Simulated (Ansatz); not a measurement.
## Geometry relaxation of Zn18HO18 (charge +1) (part 1 of 4)

The run: geometry relaxation of Zn18HO18 (defect cell, 37 atoms in the cell, total charge +1). Method and program: DFT PBE, scalar-relativistic, plane waves, PAW, no spin polarisation (Ansatz 0.2.0).

The structure derives from a Materials Project entry. It belongs to a series of runs on one base structure; here: H_i, charge +1, atoms relaxed at the host's cell.

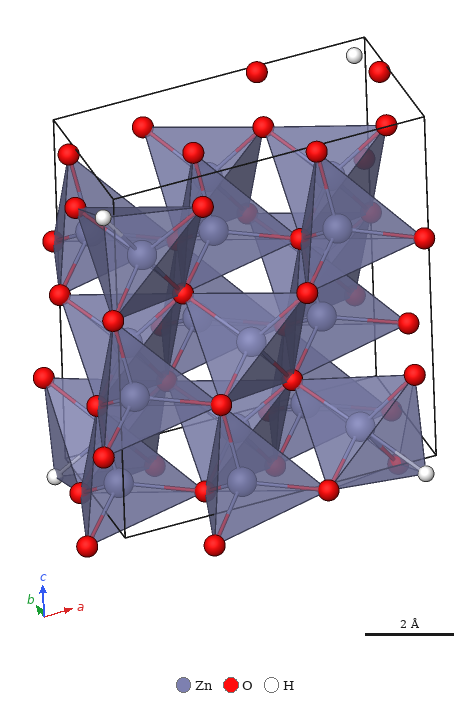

*The structure as given in the input (polyhedral view of the cell of the calculation, seen slightly off an axis; polyhedra are completed across the faces of the cell).*

**Input file**
```yaml
crystal:
  lattice:
    - [-1.0e-10, -5.680065669, -5.2931776513]
    - [-4.9190811645, 2.8400328345, -5.2931776513]
    - [4.9190811645, 2.8400328344, -5.2931776513]
  atoms:
    - { symbol: Zn, position: [0.3887351046, 0.0562774733, 0.0577639588] }
    - { symbol: Zn, position: [0.0563789582, 0.3886433353, 0.0577620168] }
    - { symbol: Zn, position: [0.3861811162, 0.7208988913, 0.3875761056] }
    - { symbol: Zn, position: [0.3861715548, 0.3860749596, 0.7223940888] }
    - { symbol: Zn, position: [0.0563725887, 0.0562775105, 0.3901056954] }
    - { symbol: Zn, position: [0.7207438507, 0.7203632667, 0.051824118] }
    - { symbol: Zn, position: [0.7209996235, 0.3860728185, 0.3875734908] }
    - { symbol: Zn, position: [0.0534677268, 0.7160121676, 0.7236662783] }
    - { symbol: Zn, position: [0.7207207134, 0.0539772893, 0.7254415095] }
    - { symbol: Zn, position: [0.4436916495, 0.4435954433, 0.1118119472] }
    - { symbol: Zn, position: [0.1086260929, 0.7773266378, 0.1084278787] }
    - { symbol: Zn, position: [0.4436879938, 0.1103078993, 0.4450756068] }
    - { symbol: Zn, position: [0.4439171932, 0.7742700276, 0.7757688182] }
    - { symbol: Zn, position: [0.110413577, 0.4435886616, 0.445080094] }
    - { symbol: Zn, position: [0.7814211146, 0.1084841694, 0.112356499] }
    - { symbol: Zn, position: [0.7743790983, 0.7742780684, 0.4452975467] }
    - { symbol: Zn, position: [0.1052099233, 0.1095047239, 0.784293201] }
    - { symbol: Zn, position: [0.7743719098, 0.4438166307, 0.7757630604] }
    - { symbol: O, position: [0.2710072618, 0.9273556241, 0.9288345082] }
    - { symbol: O, position: [0.9274572753, 0.2709100807, 0.9288343659] }
    - { symbol: O, position: [0.2584856334, 0.5968413807, 0.2598800672] }
    - { symbol: O, position: [0.2584846133, 0.2583795924, 0.5983264722] }
    - { symbol: O, position: [0.9274473151, 0.9273548979, 0.2723756132] }
    - { symbol: O, position: [0.5940309886, 0.5939269244, 0.9285235983] }
    - { symbol: O, position: [0.5969383257, 0.258383383, 0.2598764726] }
    - { symbol: O, position: [0.9271278298, 0.5939253921, 0.5954113212] }
    - { symbol: O, position: [0.5940225406, 0.9270259807, 0.595410036] }
    - { symbol: O, position: [0.3176468381, 0.3175464691, 0.9853069326] }
    - { symbol: O, position: [0.9809727352, 0.6510745454, 0.9840381513] }
    - { symbol: O, position: [0.317640514, 0.9838075316, 0.3190313408] }
    - { symbol: O, position: [0.3157339277, 0.6488365435, 0.6503328499] }
    - { symbol: O, position: [0.9839102217, 0.3175463775, 0.3190280015] }
    - { symbol: O, position: [0.6497630419, 0.9815228612, 0.9864222195] }
    - { symbol: O, position: [0.6489405308, 0.6488352985, 0.3171290549] }
    - { symbol: O, position: [0.9823141976, 0.9792401906, 0.6499866733] }
    - { symbol: O, position: [0.6489325972, 0.3156372302, 0.6503316978] }
    - { symbol: H, position: [0.9586350635, 0.9623097546, 0.9645704429] }
  host:
    lattice:
      - [3.279387443, 0.0, 0.0]
      - [-1.6396937215, 2.8400328345, 0.0]
      - [0.0, 0.0, 5.2931776513]
    atoms:
      - { symbol: Zn, position: [0.6666666667, 0.3333333333, 0.5006021986] }
      - { symbol: Zn, position: [0.3333333333, 0.6666666667, 0.0006021986] }
      - { symbol: O, position: [0.6666666667, 0.3333333333, 0.8797078014] }
      - { symbol: O, position: [0.3333333333, 0.6666666667, 0.3797078014] }
total_charge: 1
basis:
  ecutwfc: 420
  xc_grid: 2
kpoints:
  mp_grid: { grid: [2, 2, 2], shift: [0.5, 0.5, 0.5] }
hamiltonian:
  xc: pbe
scf:
  occupations: { method: gaussian, width: 0.02 }
output:
  forces: true
  stress: false
  eigenvalues: true
  charged_corrections:
    defect_position: [0.93055556, 0.93055556, 0.93055556]
    epsilon: [[10.5641, 0.0, 0.0], [0.0, 10.5641, 0.0], [0.0, 0.0, 11.6128]]
  write_density: true
  write_potential: true
  elf: true
  volumetric_format: npy
relax:
  adjacent_minimum: "off"
  f_tol: 0.03
  max_steps: 40
```

Machine: 8 threads of Arm Neoverse V1, 24 GiB of memory available, shared host.

Run as:
```bash
ansatz run input.yaml --threads 8 --pin off --max-ram 16384MiB --backend cpu --events-out ev --progress --plain --runs-dir out
```

**What the program printed**
```
Engine: ansatz 0.2.0, aarch64-unknown-linux-gnu
Pseudopotentials: kind: paw
Pseudopotential: Zn, paw, valence charge 12, recommended cutoff 420 eV (normal), Zn.paw.azcp
Pseudopotential: O, paw, valence charge 6, recommended cutoff 420 eV (normal), O.paw.azcp
Pseudopotential: H, paw, valence charge 1, recommended cutoff 420 eV (normal), H.paw.azcp
Functional definition: PBE
  parameter kappa = 0.804
  parameter beta = 0.06672455060314922
  exchange = pbe_x(kappa = kappa, mu = beta*pi^2/3)
  correlation = pbe_c(beta = beta)
Crystal: 37 atoms, lattice volume = 443.685 Å³
Basis set: ecut = 420 eV, 8645 PW (Γ), exchange–correlation on 108×108×108 points (8 copies of the dense FFT grid, shifted against one another)
Bands: 199, of which v1, the nominal top of the filled ones, is band 162 counted from 1 (161 counted from 0)
Symmetry: 1 space group operations
Space group: P1 (ITA 1), of the structure as read, at distance tolerance 7.6e-5 Å
k-points: 4 of 8 (time reversal used)
Non-local potential: Zn, projectors of the file, l = 0: 2, l = 1: 2, l = 2: 3, l = 3: 1
Non-local potential: O, projectors of the file, l = 0: 2, l = 1: 2, l = 2: 1
Non-local potential: H, projectors of the file, l = 0: 2, l = 1: 1
PAW form: soft (Blöchl's): semilocal exchange-correlation on the pseudo side does not see the compensation charge
PAW one-centre angular grid: Zn, 590 points (default); XC on 64 Gauss nodes
PAW one-centre angular grid: O, 110 points (default); XC on 64 Gauss nodes
PAW one-centre angular grid: H, 110 points (default); XC on 64 Gauss nodes
Initial density: superposition of atomic densities (neutral atoms scaled as one to the charged cell's electrons: chi_scale 0, normalization atom), corrected by the library's trained network
Initial wavefunctions: pseudopotential atomic-orbital guess
Functional: x = pbe(κ = 0.804, μ = 0.2195149727645171), c = pbe(β = 0.06672455060314922)
SCF iter   1: F=—  HF=-69984.657972 eV  |F-HF|=—  |Δ(HF+E_count)|=         —  Δρ=2.24e-2  dr2=3.28e0  ethr=1.77e-3  ⟨swp⟩=5.8  Hψ=2796  notcnv=0  defer=7
preconditioner: auto → Resta (q_TF=auto, 2.589 Å⁻¹)  ε∞=7.3  [insulator: Δε(μ)=1.226 eV  Ē_g=12.606 eV  σ=0.020 eV  W_gap=1.00  n_scr=130 (ndim 8)  ℏωp=31.7 eV  f_vac=0.040  D(μ)=0.00/eV (n_scr^D=0)  ε∞_Penn≈7.3]
SCF iter   2: F=—  HF=-69983.934406 eV  |F-HF|=—  |Δ(HF+E_count)|=   7.24e-1  Δρ=7.33e-3  dr2=5.41e-1  ethr=1.01e-3  ⟨swp⟩=3.0  Hψ=1517  notcnv=0  defer=121
SCF iter   3: F=—  HF=-69983.792433 eV  |F-HF|=—  |Δ(HF+E_count)|=   1.42e-1  Δρ=3.91e-3  dr2=1.23e-1  ethr=1.67e-4  ⟨swp⟩=3.0  Hψ=1282  notcnv=0  defer=121
SCF iter   4: F=—  HF=-69983.762693 eV  |F-HF|=—  |Δ(HF+E_count)|=   2.97e-2  Δρ=2.23e-3  dr2=2.16e-2  ethr=3.78e-5  ⟨swp⟩=2.2  Hψ=1510  notcnv=0  defer=121
SCF iter   5: F=—  HF=-69983.762504 eV  |F-HF|=—  |Δ(HF+E_count)|=   1.89e-4  Δρ=1.40e-3  dr2=8.05e-3  ethr=6.68e-6  ⟨swp⟩=2.0  Hψ=1324  notcnv=0  defer=121
SCF iter   6: F=—  HF=-69983.760348 eV  |F-HF|=—  |Δ(HF+E_count)|=   2.16e-3  Δρ=3.69e-4  dr2=1.15e-3  ethr=2.48e-6  ⟨swp⟩=2.0  Hψ=1291  notcnv=0  defer=121
SCF iter   7: F=—  HF=-69983.760283 eV  |F-HF|=—  |Δ(HF+E_count)|=   6.49e-5  Δρ=3.33e-4  dr2=3.83e-4  ethr=3.54e-7  ⟨swp⟩=2.0  Hψ=1314  notcnv=0  defer=121
SCF iter   8: F=—  HF=-69983.760258 eV  |F-HF|=—  |Δ(HF+E_count)|=   2.51e-5  Δρ=1.27e-4  dr2=8.82e-5  ethr=1.18e-7  ⟨swp⟩=2.0  Hψ=1316  notcnv=0  defer=121
SCF iter   9: F=—  HF=-69983.760282 eV  |F-HF|=—  |Δ(HF+E_count)|=   2.39e-5  Δρ=1.42e-4  dr2=1.07e-4  ethr=6.94e-9  ⟨swp⟩=18.5  Hψ=9784  notcnv=0
SCF iter  10: F=-69983.760258 eV  HF=-69983.760262 eV  |F-HF|=4.40e-6  |Δ(HF+E_count)|=   1.97e-5  Δρ=3.80e-5  dr2=6.99e-6  ethr=6.94e-9  ⟨swp⟩=9.8  Hψ=6863  notcnv=0
SCF 1 converged in 10 iterations: F = -69983.760258 eV  dr2 = 6.99e-6
  greatest PAW one-centre occupation: 0.988 electrons in one spin orbital (limit 2), on the Zn atom at site 14 (counted from 0), in its partial waves of l = 2
relax step   1: F+E_penalty+E_count = -69983.76025784 eV  Δ(F+E_penalty+E_count) = +0.000e0 eV  max|allowed force component| = 4.652e-1 eV/Å  Δτ_max = 0.0000 Å  (10 SCF iters, dr2 threshold 2.25e-5 eV, accepted)
Initial density: handed on by an earlier stage of this run
Initial wavefunctions: those handed on with the density
iter 1 solved again at ethr=1.41e-5 eV; its pass at ethr=3.10e-3 eV (dr2=4.58e-2 eV) is discarded
SCF iter   1: F=—  HF=-69983.870708 eV  |F-HF|=—  |Δ(HF+E_count)|=         —  Δρ=3.78e-3  dr2=4.56e-2  ethr=1.41e-5  ⟨swp⟩=2.0  Hψ=1935  notcnv=0  defer=121
preconditioner: auto → Resta (q_TF=auto, 2.589 Å⁻¹)  ε∞=7.6  [insulator: Δε(μ)=0.347 eV  Ē_g=12.391 eV  σ=0.020 eV  W_gap=1.00  n_scr=130 (ndim 8)  ℏωp=31.7 eV  f_vac=0.042  D(μ)=0.00/eV (n_scr^D=0)  ε∞_Penn≈7.6]
SCF iter   2: F=—  HF=-69983.859826 eV  |F-HF|=—  |Δ(HF+E_count)|=   1.09e-2  Δρ=1.87e-3  dr2=8.10e-3  ethr=1.41e-5  ⟨swp⟩=2.0  Hψ=1295  notcnv=0  defer=121
SCF iter   3: F=—  HF=-69983.857873 eV  |F-HF|=—  |Δ(HF+E_count)|=   1.95e-3  Δρ=8.07e-4  dr2=2.65e-3  ethr=2.50e-6  ⟨swp⟩=2.0  Hψ=1340  notcnv=0  defer=121
SCF iter   4: F=—  HF=-69983.857450 eV  |F-HF|=—  |Δ(HF+E_count)|=   4.23e-4  Δρ=1.76e-4  dr2=1.84e-4  ethr=8.19e-7  ⟨swp⟩=2.0  Hψ=1268  notcnv=0  defer=121
SCF iter   5: F=—  HF=-69983.857501 eV  |F-HF|=—  |Δ(HF+E_count)|=   5.03e-5  Δρ=2.08e-4  dr2=1.69e-4  ethr=5.68e-8  ⟨swp⟩=2.0  Hψ=1323  notcnv=0  defer=121
SCF iter   6: F=—  HF=-69983.857464 eV  |F-HF|=—  |Δ(HF+E_count)|=   3.65e-5  Δρ=4.38e-5  dr2=1.43e-5  ethr=5.21e-8  ⟨swp⟩=2.0  Hψ=1323  notcnv=0  defer=121
SCF iter   7: F=-69983.857461 eV  HF=-69983.857464 eV  |F-HF|=3.58e-6  |Δ(HF+E_count)|=   1.07e-7  Δρ=3.42e-5  dr2=5.45e-6  ethr=4.17e-9  ⟨swp⟩=16.0  Hψ=8039  notcnv=0
SCF 2 converged in 7 iterations: F = -69983.857461 eV  dr2 = 5.45e-6
[... from here on the iterations of each SCF are left out, up to the last one ...]
relax step   2: F+E_penalty+E_count = -69983.85746063 eV  Δ(F+E_penalty+E_count) = -9.720e-2 eV  max|allowed force component| = 3.100e-1 eV/Å  Δτ_max = 0.1368 Å  (7 SCF iters, dr2 threshold 1.35e-5 eV, accepted)
preconditioner: auto → Resta (q_TF=auto, 2.589 Å⁻¹)  ε∞=7.5  [insulator: Δε(μ)=0.603 eV  Ē_g=12.400 eV  σ=0.020 eV  W_gap=1.00  n_scr=130 (ndim 8)  ℏωp=31.7 eV  f_vac=0.041  D(μ)=0.00/eV (n_scr^D=0)  ε∞_Penn≈7.5]
SCF 3 converged in 8 iterations: F = -69983.967814 eV  dr2 = 1.46e-6
relax step   3: F+E_penalty+E_count = -69983.96781364 eV  Δ(F+E_penalty+E_count) = -1.104e-1 eV  max|allowed force component| = 3.515e-1 eV/Å  Δτ_max = 0.1955 Å  (8 SCF iters, dr2 threshold 6.01e-6 eV, accepted)
preconditioner: auto → Resta (q_TF=auto, 2.589 Å⁻¹)  ε∞=7.6  [insulator: Δε(μ)=0.822 eV  Ē_g=12.393 eV  σ=0.020 eV  W_gap=1.00  n_scr=130 (ndim 8)  ℏωp=31.7 eV  f_vac=0.041  D(μ)=0.00/eV (n_scr^D=0)  ε∞_Penn≈7.6]
SCF 4 converged in 6 iterations: F = -69984.085940 eV  dr2 = 1.90e-5
relax step   4: F+E_penalty+E_count = -69984.08593984 eV  Δ(F+E_penalty+E_count) = -1.181e-1 eV  max|allowed force component| = 5.209e-1 eV/Å  Δτ_max = 0.1997 Å  (6 SCF iters, dr2 threshold 5.49e-5 eV, accepted)
preconditioner: auto → Resta (q_TF=auto, 2.589 Å⁻¹)  ε∞=7.6  [insulator: Δε(μ)=1.096 eV  Ē_g=12.386 eV  σ=0.020 eV  W_gap=1.00  n_scr=130 (ndim 8)  ℏωp=31.7 eV  f_vac=0.041  D(μ)=0.00/eV (n_scr^D=0)  ε∞_Penn≈7.6]
SCF 5 converged in 6 iterations: F = -69984.261552 eV  dr2 = 1.96e-5
relax step   5: F+E_penalty+E_count = -69984.26155176 eV  Δ(F+E_penalty+E_count) = -1.756e-1 eV  max|allowed force component| = 6.466e-1 eV/Å  Δτ_max = 0.1994 Å  (6 SCF iters, dr2 threshold 1.00e-4 eV, accepted)
preconditioner: auto → Resta (q_TF=auto, 2.589 Å⁻¹)  ε∞=7.6  [insulator: Δε(μ)=1.416 eV  Ē_g=12.376 eV  σ=0.020 eV  W_gap=1.00  n_scr=130 (ndim 8)  ℏωp=31.7 eV  f_vac=0.041  D(μ)=0.00/eV (n_scr^D=0)  ε∞_Penn≈7.6]
SCF 6 converged in 6 iterations: F = -69984.500502 eV  dr2 = 1.46e-5
relax step   6: F+E_penalty+E_count = -69984.50050160 eV  Δ(F+E_penalty+E_count) = -2.389e-1 eV  max|allowed force component| = 6.466e-1 eV/Å  Δτ_max = 0.1959 Å  (6 SCF iters, dr2 threshold 1.00e-4 eV, accepted)
preconditioner: auto → Resta (q_TF=auto, 2.589 Å⁻¹)  ε∞=7.6  [insulator: Δε(μ)=1.678 eV  Ē_g=12.369 eV  σ=0.020 eV  W_gap=1.00  n_scr=130 (ndim 8)  ℏωp=31.7 eV  f_vac=0.041  D(μ)=0.00/eV (n_scr^D=0)  ε∞_Penn≈7.6]
SCF 7 converged in 6 iterations: F = -69984.783178 eV  dr2 = 1.24e-5
relax step   7: F+E_penalty+E_count = -69984.78317774 eV  Δ(F+E_penalty+E_count) = -2.827e-1 eV  max|allowed force component| = 9.068e-1 eV/Å  Δτ_max = 0.1957 Å  (6 SCF iters, dr2 threshold 1.00e-4 eV, accepted)
preconditioner: auto → Resta (q_TF=auto, 2.589 Å⁻¹)  ε∞=7.6  [insulator: Δε(μ)=1.840 eV  Ē_g=12.386 eV  σ=0.020 eV  W_gap=1.00  n_scr=130 (ndim 8)  ℏωp=31.7 eV  f_vac=0.041  D(μ)=0.00/eV (n_scr^D=0)  ε∞_Penn≈7.6]
SCF 8 converged in 6 iterations: F = -69985.282448 eV  dr2 = 3.03e-5
relax step   8: F+E_penalty+E_count = -69985.28244785 eV  Δ(F+E_penalty+E_count) = -4.993e-1 eV  max|allowed force component| = 1.614e0 eV/Å  Δτ_max = 0.1955 Å  (6 SCF iters, dr2 threshold 1.00e-4 eV, accepted)
preconditioner: auto → Resta (q_TF=auto, 2.589 Å⁻¹)  ε∞=7.5  [insulator: Δε(μ)=1.889 eV  Ē_g=12.455 eV  σ=0.020 eV  W_gap=1.00  n_scr=130 (ndim 8)  ℏωp=31.7 eV  f_vac=0.042  D(μ)=0.00/eV (n_scr^D=0)  ε∞_Penn≈7.5]
SCF 9 converged in 7 iterations: F = -69986.085814 eV  dr2 = 1.63e-5
relax step   9: F+E_penalty+E_count = -69986.08581390 eV  Δ(F+E_penalty+E_count) = -8.034e-1 eV  max|allowed force component| = 1.212e0 eV/Å  Δτ_max = 0.1949 Å  (7 SCF iters, dr2 threshold 1.00e-4 eV, accepted)
preconditioner: auto → Resta (q_TF=auto, 2.589 Å⁻¹)  ε∞=7.4  [insulator: Δε(μ)=1.937 eV  Ē_g=12.515 eV  σ=0.020 eV  W_gap=1.00  n_scr=130 (ndim 8)  ℏωp=31.7 eV  f_vac=0.043  D(μ)=0.00/eV (n_scr^D=0)  ε∞_Penn≈7.4]
SCF 10 converged in 7 iterations: F = -69985.330335 eV  dr2 = 1.15e-5
relax step  10: F+E_penalty+E_count = -69985.33033508 eV  Δ(F+E_penalty+E_count) = +7.555e-1 eV  max|allowed force component| = 1.412e1 eV/Å  Δτ_max = 0.1952 Å  (7 SCF iters, dr2 threshold 1.00e-4 eV, rejected (line search))
preconditioner: auto → Resta (q_TF=auto, 2.589 Å⁻¹)  ε∞=7.5  [insulator: Δε(μ)=1.927 eV  Ē_g=12.465 eV  σ=0.020 eV  W_gap=1.00  n_scr=130 (ndim 8)  ℏωp=31.7 eV  f_vac=0.042  D(μ)=0.00/eV (n_scr^D=0)  ε∞_Penn≈7.5]
SCF 11 converged in 10 iterations: F = -69986.409517 eV  dr2 = 2.15e-8
relax step  11: F+E_penalty+E_count = -69986.40951736 eV  Δ(F+E_penalty+E_count) = -3.237e-1 eV  max|allowed force component| = 1.284e0 eV/Å  Δτ_max = 0.0973 Å  (10 SCF iters, accepted)
preconditioner: auto → Resta (q_TF=auto, 2.589 Å⁻¹)  ε∞=7.5  [insulator: Δε(μ)=1.945 eV  Ē_g=12.484 eV  σ=0.020 eV  W_gap=1.00  n_scr=130 (ndim 8)  ℏωp=31.7 eV  f_vac=0.044  D(μ)=0.00/eV (n_scr^D=0)  ε∞_Penn≈7.5]
SCF 12 converged in 6 iterations: F = -69986.547544 eV  dr2 = 1.31e-5
relax step  12: F+E_penalty+E_count = -69986.54754355 eV  Δ(F+E_penalty+E_count) = -1.380e-1 eV  max|allowed force component| = 3.848e-1 eV/Å  Δτ_max = 0.0997 Å  (6 SCF iters, dr2 threshold 1.00e-4 eV, accepted)
preconditioner: auto → Resta (q_TF=auto, 2.589 Å⁻¹)  ε∞=7.5  [insulator: Δε(μ)=1.955 eV  Ē_g=12.494 eV  σ=0.020 eV  W_gap=1.00  n_scr=130 (ndim 8)  ℏωp=31.7 eV  f_vac=0.044  D(μ)=0.00/eV (n_scr^D=0)  ε∞_Penn≈7.5]
SCF 13 converged in 7 iterations: F = -69986.589993 eV  dr2 = 6.17e-6
relax step  13: F+E_penalty+E_count = -69986.58999290 eV  Δ(F+E_penalty+E_count) = -4.245e-2 eV  max|allowed force component| = 6.272e-2 eV/Å  Δτ_max = 0.1500 Å  (7 SCF iters, dr2 threshold 1.33e-5 eV, accepted)
SCF iter   1: F=—  HF=-69986.599129 eV  |F-HF|=—  |Δ(HF+E_count)|=         —  Δρ=3.01e-3  dr2=1.52e-2  ethr=6.60e-5  ⟨swp⟩=3.0  Hψ=1642  notcnv=0  defer=125
preconditioner: auto → Resta (q_TF=auto, 2.589 Å⁻¹)  ε∞=7.5  [insulator: Δε(μ)=1.946 eV  Ē_g=12.490 eV  σ=0.020 eV  W_gap=1.00  n_scr=130 (ndim 8)  ℏωp=31.7 eV  f_vac=0.044  D(μ)=0.00/eV (n_scr^D=0)  ε∞_Penn≈7.5]
SCF iter   2: F=—  HF=-69986.595192 eV  |F-HF|=—  |Δ(HF+E_count)|=   3.94e-3  Δρ=1.55e-3  dr2=3.84e-3  ethr=4.69e-6  ⟨swp⟩=2.0  Hψ=1322  notcnv=0  defer=125
SCF iter   3: F=—  HF=-69986.594605 eV  |F-HF|=—  |Δ(HF+E_count)|=   5.87e-4  Δρ=3.07e-4  dr2=3.18e-4  ethr=1.19e-6  ⟨swp⟩=3.0  Hψ=1305  notcnv=0  defer=125
SCF iter   4: F=—  HF=-69986.594538 eV  |F-HF|=—  |Δ(HF+E_count)|=   6.65e-5  Δρ=1.28e-4  dr2=5.61e-5  ethr=9.83e-8  ⟨swp⟩=2.0  Hψ=1319  notcnv=0  defer=125
SCF iter   5: F=—  HF=-69986.594310 eV  |F-HF|=—  |Δ(HF+E_count)|=   2.29e-4  Δρ=6.45e-5  dr2=1.84e-5  ethr=1.73e-8  ⟨swp⟩=3.0  Hψ=1321  notcnv=0  defer=125
SCF iter   6: F=—  HF=-69986.594309 eV  |F-HF|=—  |Δ(HF+E_count)|=   2.85e-7  Δρ=2.66e-5  dr2=4.02e-6  ethr=5.68e-9  ⟨swp⟩=2.8  Hψ=1322  notcnv=0  defer=125
SCF iter   7: F=—  HF=-69986.594310 eV  |F-HF|=—  |Δ(HF+E_count)|=   2.83e-7  Δρ=1.04e-5  dr2=6.52e-7  ethr=1.24e-9  ⟨swp⟩=2.0  Hψ=1319  notcnv=0  defer=125
SCF iter   8: F=—  HF=-69986.594310 eV  |F-HF|=—  |Δ(HF+E_count)|=   1.66e-7  Δρ=7.02e-6  dr2=1.94e-7  ethr=2.01e-10  ⟨swp⟩=3.0  Hψ=1323  notcnv=0  defer=125
SCF iter   9: F=-69986.594310 eV  HF=-69986.594310 eV  |F-HF|=4.05e-9  |Δ(HF+E_count)|=   1.60e-8  Δρ=2.34e-6  dr2=1.92e-8  ethr=3.09e-11  ⟨swp⟩=15.0  Hψ=6298  notcnv=0
SCF 14 converged in 9 iterations: F = -69986.594310 eV  dr2 = 1.92e-8
relax step  14: F+E_penalty+E_count = -69986.59430977 eV  Δ(F+E_penalty+E_count) = -4.317e-3 eV  max|allowed force component| = 2.893e-2 eV/Å  Δτ_max = 0.0683 Å  (9 SCF iters, accepted)
```

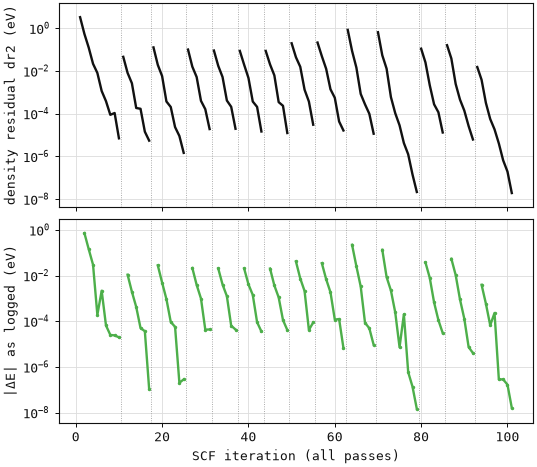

*Convergence of the self-consistent field: density residual dr2 and size of the energy change against the SCF iteration. The dotted lines part the SCF passes of the relaxation: geometry steps, rejected trials and re-solves on a re-selected basis.*

The 14 passes take 6 to 10 iterations each, 101 in all.

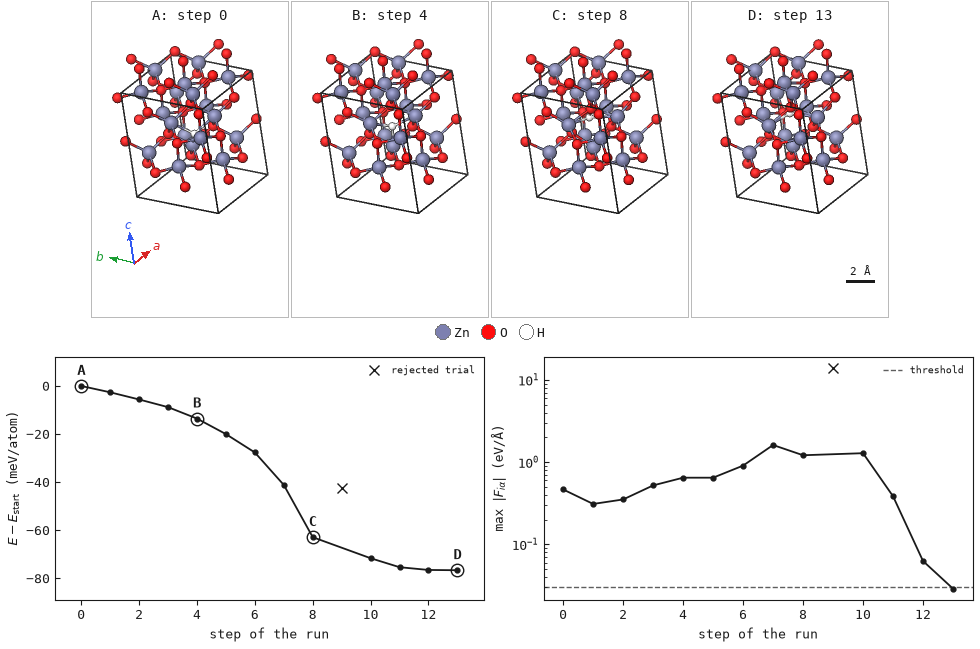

*Frames of the relaxation (ball-and-stick view of the cell of the calculation (origin shifted), with bonded neighbours outside it, seen at an oblique angle) above the curves, on which the letters mark them (the first geometry is step 0 here and step 1 in the log).*
